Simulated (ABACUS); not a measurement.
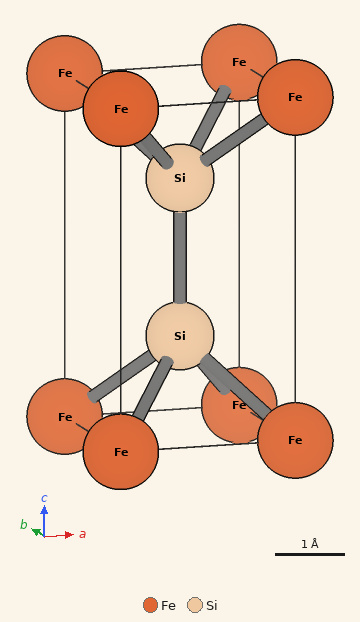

Figure 1. The input geometry (ball-and-stick view of the cell of the calculation, seen slightly off an axis). Near neighbours in the crystal (not all of them lie inside the picture): Fe has 8 Si at 2.35 Å; Si has 4 Fe at 2.35 Å and 1 Si at 2.36 Å.

**FeSi₂: band-structure run (part 1 of 2)**

System: FeSi₂ (P4/mmm, 3 atoms in the cell).
Method: Kohn-Sham DFT of a periodic cell, rSCAN, SG15 ONCV 1.2 PBE, spin-polarised (ABACUS 3.10.1).

The structure derives from an entry of the Crystallography Open Database. It belongs to a series of runs on one base structure; here: bands on the converged density.

**The input**
```
INPUT_PARAMETERS
suffix              FeSi2
calculation         nscf
basis_type          pw
pseudo_dir          ./
symmetry            -1
dft_functional      MGGA_X_RSCAN+MGGA_C_RSCAN
ecutwfc             104.0
pseudo_rcut         10
nspin               2
nbands              24
ks_solver           dav
smearing_method     fd
smearing_sigma      0.00367493
scf_thr             1e-08
scf_nmax            100
mixing_type         broyden
mixing_beta         0.4
mixing_tau          1
init_chg            file
pw_diag_thr         1e-07
out_band            1
kpar                4
```

**File STRU**
```
ATOMIC_SPECIES
Fe 55.8450 Fe_ONCV_PBE-1.2.upf
Si 28.0850 Si_ONCV_PBE-1.2.upf

LATTICE_CONSTANT
1.8897261246

LATTICE_VECTORS
2.6840000000 0.0000000000 0.0000000000
0.0000000000 2.6840000000 0.0000000000
0.0000000000 0.0000000000 5.1280000000

ATOMIC_POSITIONS
Direct

Fe
0.0
1
0.0000000000 0.0000000000 0.0000000000 1 1 1 mag 3

Si
0.0
2
0.5000000000 0.5000000000 0.7300000000 1 1 1 mag 0
0.5000000000 0.5000000000 0.2700000000 1 1 1 mag 0
```

**File KPT**
```
K_POINTS
12
Line
0.00000000 0.00000000 0.00000000 10 // G
0.00000000 0.50000000 0.00000000 10 // X
0.50000000 0.50000000 0.00000000 10 // M
0.00000000 0.00000000 0.00000000 10 // G
0.00000000 0.00000000 0.50000000 10 // Z
0.00000000 0.50000000 0.50000000 10 // R
0.50000000 0.50000000 0.50000000 10 // A
0.00000000 0.00000000 0.50000000 1 // Z
0.00000000 0.50000000 0.00000000 10 // X
0.00000000 0.50000000 0.50000000 1 // R
0.50000000 0.50000000 0.00000000 10 // M
0.50000000 0.50000000 0.50000000 1 // A
```

Hardware: 4 threads of AMD EPYC (Zen 5), 16 GiB of memory available, shared host.

Run as:
```bash
OMP_NUM_THREADS=1 mpirun -np 4 abacus > log
```

**Output**
```
ABACUS v3.10.1

               Atomic-orbital Based Ab-initio Computation at UStc

 ------------------------------------------------------------------------------------

 READING GENERAL INFORMATION
                           global_out_dir = OUT.FeSi2/
                           global_in_card = INPUT
                               pseudo_dir = ./
                              orbital_dir =
                                    DSIZE = 4
                                    GSIZE = 1

 READING UNITCELL INFORMATION
                                    ntype = 2
                  lattice constant (Bohr) = 1.88973
              lattice constant (Angstrom) = 1

 READING ATOM TYPE 1
                               atom label = Fe
                      L=0, number of zeta = 1
                      L=1, number of zeta = 1
                      L=2, number of zeta = 1
             number of atom for this type = 1
               magnetization of element 1 = 3

 READING ATOM TYPE 2
                               atom label = Si
                      L=0, number of zeta = 1
                      L=1, number of zeta = 1
                      L=2, number of zeta = 1
             number of atom for this type = 2
               magnetization of element 2 = 0

                        TOTAL ATOM NUMBER = 3
DIRECT COORDINATES
    atom                   x                   y                   z     mag                  vx                  vy                  vz
taud_Fe1            0.0000000000        0.0000000000        0.0000000000  3.0000        0.0000000000        0.0000000000        0.0000000000
taud_Si1            0.5000000000        0.5000000000        0.7300000000  0.0000        0.0000000000        0.0000000000        0.0000000000
taud_Si2            0.5000000000        0.5000000000        0.2700000000  0.0000        0.0000000000        0.0000000000        0.0000000000

                          Volume (Bohr^3) = 249.293
                             Volume (A^3) = 36.9413

 Lattice vectors: (Cartesian coordinate: in unit of a_0)
               +2.684                  +0                  +0
                   +0              +2.684                  +0
                   +0                  +0              +5.128
 Reciprocal vectors: (Cartesian coordinate: in unit of 2 pi/a_0)
            +0.372578                  -0                  +0
                   -0           +0.372578                  -0
                   +0                  -0           +0.195008
 The esolver type has been set to : ksdft_pw

                PAO radial cut off (Bohr) = 10

 Read in pseudopotential file is Fe_ONCV_PBE-1.2.upf
                     pseudopotential type = NC
          exchange-correlation functional = PBE
                 nonlocal core correction = 0
                        valence electrons = 16
                                     lmax = 2
                           number of zeta = 0
                     number of projectors = 6
                           L of projector = 0
                           L of projector = 0
                           L of projector = 1
                           L of projector = 1
                           L of projector = 2
                           L of projector = 2
 XC functional updated to : MGGA_X_RSCAN+MGGA_C_RSCAN
          exchange-correlation functional = MGGA_X_RSCAN+MGGA_C_RSCAN
                PAO radial cut off (Bohr) = 10

 Read in pseudopotential file is Si_ONCV_PBE-1.2.upf
                     pseudopotential type = NC
          exchange-correlation functional = PBE
                 nonlocal core correction = 0
                        valence electrons = 4
                                     lmax = 1
                           number of zeta = 0
                     number of projectors = 4
                           L of projector = 0
                           L of projector = 0
                           L of projector = 1
                           L of projector = 1
 XC functional updated to : MGGA_X_RSCAN+MGGA_C_RSCAN
          exchange-correlation functional = MGGA_X_RSCAN+MGGA_C_RSCAN
     initial pseudo atomic orbital number = 0
 The readin total magnetization is 3

 SETUP THE ELECTRONS NUMBER
            electron number of element Fe = 16
      total electron number of element Fe = 16
            electron number of element Si = 4
      total electron number of element Si = 8
            AUTOSET number of electrons:  = 24
                           occupied bands = 12
                                   NBANDS = 24
                                   NLOCAL = 27

%%%%%%%%%%%%%%%%%%%%%%%%%%%%%%%%%%%%%%%%%%%%%%%%%%%%%%%%%%%%%%%%%%%%%%%%%%%%%%%%%%%%%%%%%%%%%%%%%%%%%%%%%%
 Warning: the number of valence electrons in pseudopotential > 8 for Fe: [Ar] 3d6 4s2
 Pseudopotentials with additional electrons can yield (more) accurate outcomes, but may be less efficient.
 If you're confident that your chosen pseudopotential is appropriate, you can safely ignore this warning.
%%%%%%%%%%%%%%%%%%%%%%%%%%%%%%%%%%%%%%%%%%%%%%%%%%%%%%%%%%%%%%%%%%%%%%%%%%%%%%%%%%%%%%%%%%%%%%%%%%%%%%%%%%

 SETUP THE PLANE WAVE BASIS
 energy cutoff for charge/potential (unit:Ry) = 416
            fft grid for charge/potential = [ 36, 36, 64 ]
                        fft grid division = [ 1, 1, 1 ]
        big fft grid for charge/potential = [ 36, 36, 64 ]
                                     nbxx = 82944
                                     nrxx = 82944

 SETUP PLANE WAVES FOR CHARGE/POTENTIAL
                    number of plane waves = 35707
                         number of sticks = 853

 PARALLEL PW FOR CHARGE/POTENTIAL
     PROC   COLUMNS(POT)             PW
        1            853          35707
 --------------- sum -------------------
        1            853          35707
                            number of |g| = 2304
                                  max |g| = 37.5996
                                  min |g| = 0

----------- Double Check Mixing Parameters Begin ------------
mixing_type: broyden
mixing_beta: 0.4
mixing_gg0: 1
mixing_gg0_min: 0.1
mixing_beta_mag: 1.6
mixing_gg0_mag: 0
mixing_ndim: 8
----------- Double Check Mixing Parameters End ------------

 SETUP K-POINTS
                                    nspin = 2
                                   nkstot = 93
K-POINTS DIRECT COORDINATES
 KPOINTS    DIRECT_X    DIRECT_Y    DIRECT_Z  WEIGHT
       1  0.00000000  0.00000000  0.00000000  1.0000
       2  0.00000000  0.05000000  0.00000000  1.0000
       3  0.00000000  0.10000000  0.00000000  1.0000
       4  0.00000000  0.15000000  0.00000000  1.0000
       5  0.00000000  0.20000000  0.00000000  1.0000
       6  0.00000000  0.25000000  0.00000000  1.0000
       7  0.00000000  0.30000000  0.00000000  1.0000
       8  0.00000000  0.35000000  0.00000000  1.0000
       9  0.00000000  0.40000000  0.00000000  1.0000
      10  0.00000000  0.45000000  0.00000000  1.0000
      11  0.00000000  0.50000000  0.00000000  1.0000
      12  0.05000000  0.50000000  0.00000000  1.0000
      13  0.10000000  0.50000000  0.00000000  1.0000
      14  0.15000000  0.50000000  0.00000000  1.0000
      15  0.20000000  0.50000000  0.00000000  1.0000
      16  0.25000000  0.50000000  0.00000000  1.0000
      17  0.30000000  0.50000000  0.00000000  1.0000
      18  0.35000000  0.50000000  0.00000000  1.0000
      19  0.40000000  0.50000000  0.00000000  1.0000
      20  0.45000000  0.50000000  0.00000000  1.0000
      21  0.50000000  0.50000000  0.00000000  1.0000
      22  0.45000000  0.45000000  0.00000000  1.0000
      23  0.40000000  0.40000000  0.00000000  1.0000
      24  0.35000000  0.35000000  0.00000000  1.0000
      25  0.30000000  0.30000000  0.00000000  1.0000
      26  0.25000000  0.25000000  0.00000000  1.0000
      27  0.20000000  0.20000000  0.00000000  1.0000
      28  0.15000000  0.15000000  0.00000000  1.0000
      29  0.10000000  0.10000000  0.00000000  1.0000
      30  0.05000000  0.05000000  0.00000000  1.0000
[... 63 further k points ...]

           k-point number in this process = 24
       minimum distributed K point number = 23
                             nks(nspin=2) = 48
                          nkstot(nspin=2) = 186

[... K-POINTS CARTESIAN COORDINATES: 48 rows ...]

[... K-POINTS DIRECT COORDINATES: 48 rows ...]

 SETUP PLANE WAVES FOR WAVE FUNCTIONS
     energy cutoff for wavefunc (unit:Ry) = 104
              fft grid for wave functions = [ 36, 36, 64 ]
                    number of plane waves = 5691
                         number of sticks = 241

 PARALLEL PW FOR WAVE FUNCTIONS
     PROC   COLUMNS(POT)             PW
        1            241           5691
 --------------- sum -------------------
        1            241           5691

 SETUP NONLOCAL PSEUDOPOTENTIALS IN PLANE WAVE BASIS
 Fe non-local projectors:
 projector 1 L=0
 projector 2 L=0
 projector 3 L=1
 projector 4 L=1
 projector 5 L=2
 projector 6 L=2
 Si non-local projectors:
 projector 1 L=0
 projector 2 L=0
 projector 3 L=1
 projector 4 L=1
      TOTAL NUMBER OF NONLOCAL PROJECTORS = 34

 Init Non-Local PseudoPotential table :
 Init Non-Local-Pseudopotential done.

                                     npwx = 4491

 -------------------------------------------
 NONSELF-CONSISTENT
 -------------------------------------------
                                 init_chg = file
 try to read charge from file
 Read in the charge density: OUT.FeSi2//FeSi2-CHARGE-DENSITY.restart
 try to read kinetic energy density from file
 Read in the kinetic energy density: OUT.FeSi2//FeSi2-TAU-DENSITY.restart

 PW ALGORITHM --------------- ION=   1  ELEC=   1--------------------------------
```
